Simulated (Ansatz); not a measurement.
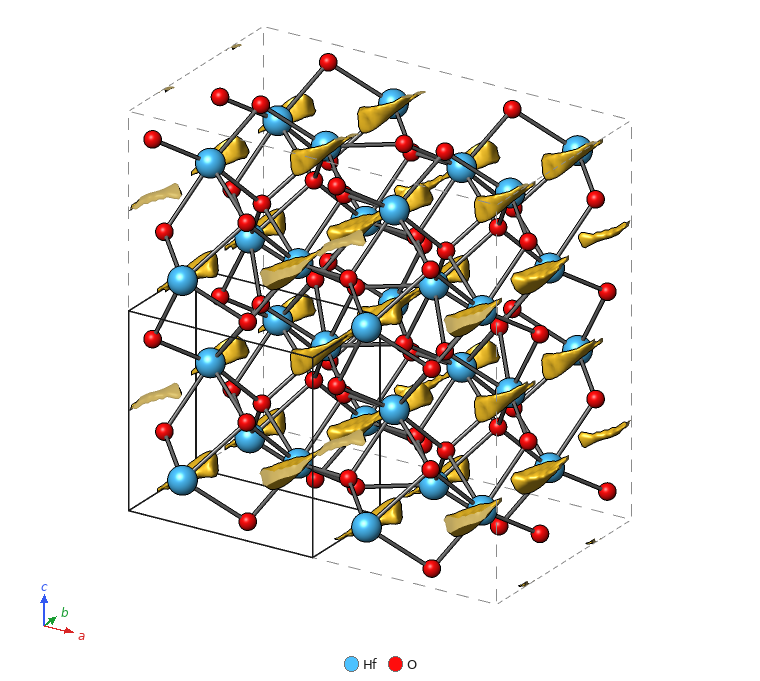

Bond-valence mismatch map for Li+ in HfO2 in space group P2_1/c: the yellow surface encloses the points where |V − 1| < 0.5 v.u. (2×2×2 cells, view slightly off an axis). Pale faces close the region where the drawn box cuts it.

At each point the valence sum V of a Li+ ion is computed from the anions within 5 Å (s = exp((R0 − d)/b), R0 fitted to published crystal structures with b = 0.37 Å; R0: Li+–O 1.449 Å). Points too close to the other cations are excluded (2.2 Å from Hf). Li+ is a guest here, not part of the formula. This is an empirical screen for pathways, not an energy calculation.

The cell is taken from the end point of a relaxation with DFT, PBEsol, plane waves, PAW in Ansatz.

```cif
data_structure
_symmetry_space_group_name_H-M 'P 1'
_symmetry_Int_Tables_number 1
_cell_length_a 5.0961
_cell_length_b 5.1766
_cell_length_c 5.2716
_cell_angle_alpha 90.000
_cell_angle_beta 99.624
_cell_angle_gamma 90.000
_cell_volume 137.11
loop_
_atom_site_label
_atom_site_type_symbol
_atom_site_fract_x
_atom_site_fract_y
_atom_site_fract_z
_atom_site_occupancy
Hf1 Hf 0.27713 0.04298 0.20817 1
Hf2 Hf 0.72287 0.54298 0.29183 1
Hf3 Hf 0.72287 0.95702 0.79183 1
Hf4 Hf 0.27713 0.45702 0.70817 1
O1 O 0.44718 0.75815 0.47994 1
O2 O 0.55282 0.25815 0.02006 1
O3 O 0.55282 0.24185 0.52006 1
O4 O 0.44718 0.74185 0.97994 1
O5 O 0.07108 0.33705 0.34114 1
O6 O 0.92892 0.83705 0.15886 1
O7 O 0.92892 0.66295 0.65886 1
O8 O 0.07108 0.16295 0.84114 1
```

What pathways for Li+ does the map suggest at this level?

Answer. No path at this level: the regions are isolated pockets that do not connect across cells.

At which mismatch do paths open?

Answer. No path opens below 0.7 v.u. These are grid estimates, good to about 0.1 v.u.
